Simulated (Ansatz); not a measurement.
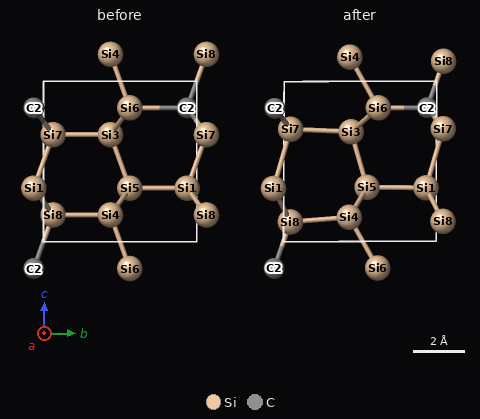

The structure of crystalline Si$_{7}$C (set up in Pm) before (left) and after (right) a relaxation, at one scale.

The picture is a ball-and-stick view of the cell of the calculation, seen along the a axis.

Case: 1 of 8 Si sites taken by C, cell and atoms relaxed.

Computed with Ansatz, DFT PBE, scalar-relativistic, plane waves, PAW.

Input
```yaml
crystal:
  lattice:
    - [-1.8419104324, -3.1902824519, 0.0]
    - [0.0, 0.0, -6.0919454894]
    - [5.5257312973, -3.1902824519, 0.0]
  atoms:
    - { symbol: Si, position: [0.0, 0.9370951193, 0.3333333333] }
    - { symbol: C, position: [0.5, 0.9370951193, 0.8333333333] }
    - { symbol: Si, position: [0.0, 0.4370951193, 0.6666666667] }
    - { symbol: Si, position: [0.5, 0.4370951193, 0.1666666667] }
    - { symbol: Si, position: [0.0, 0.5629048807, 0.3333333333] }
    - { symbol: Si, position: [0.5, 0.5629048807, 0.8333333333] }
    - { symbol: Si, position: [0.0, 0.0629048807, 0.6666666667] }
    - { symbol: Si, position: [0.5, 0.0629048807, 0.1666666667] }
basis:
  ecutwfc: 420
kpoints:
  mp_grid: { grid: [12, 8, 8] }
hamiltonian:
  xc: pbe
scf:
  occupations: { method: gaussian, width: 0.01 }
output:
  forces: true
  stress: true
  eigenvalues: true
relax:
  adjacent_minimum: "off"
  f_tol: 0.015
  max_steps: 60
  cell: { stress_tol: 0.15 }
```

Run as
```bash
ansatz run input.yaml --threads 1 --pin off --max-ram 2560MiB --backend cpu --events-out ev --progress --plain --runs-dir out
```

Q: Describe what moved and what it gained.

A: The largest move relative to the cell is that of Si6, 0.34 Å along +b. Largest moves by element: Si 0.34 Å, C 0.02 Å. Cell: a 3.684 → 3.640 Å (−1.2 %), b 6.092 → 6.061 Å (−0.5 %), c 6.381 → 6.361 Å (−0.3 %), α 90.0° → 89.6°. Volume −2.0 %. Some distances before and after: C2–Si6 2.280 → 1.948 Å, C2–Si8 2.261 → 1.955 Å, Si1–Si7 2.261 → 2.449 Å, C2–Si7 2.261 → 2.099 Å. Bond angles that change, for instance: Si3–Si6–Si4 109.1° → 97.5°, Si7–C2–Si7 109.1° → 120.3°, C2–Si7–C2 109.1° → 120.3°. The space group stays Pm (No. 6). After 5 accepted moves (6 points after the start) the energy has fallen by 206 meV per atom. The largest force component goes from 3.1 to 0.013 eV/Å. Pressure: 2.82 GPa at the start and 0.00 GPa at the end. The SCF was repeated once at an unchanged geometry on a basis and grid sized afresh for the cell, which shifted the energy by 0.1 meV per atom at most. The run took 8.4 min on 1 thread of Intel(R) Xeon(R) Platinum 8375C CPU @ 2.90GHz (Ice Lake) (shared host), peak memory 0.98 GiB.
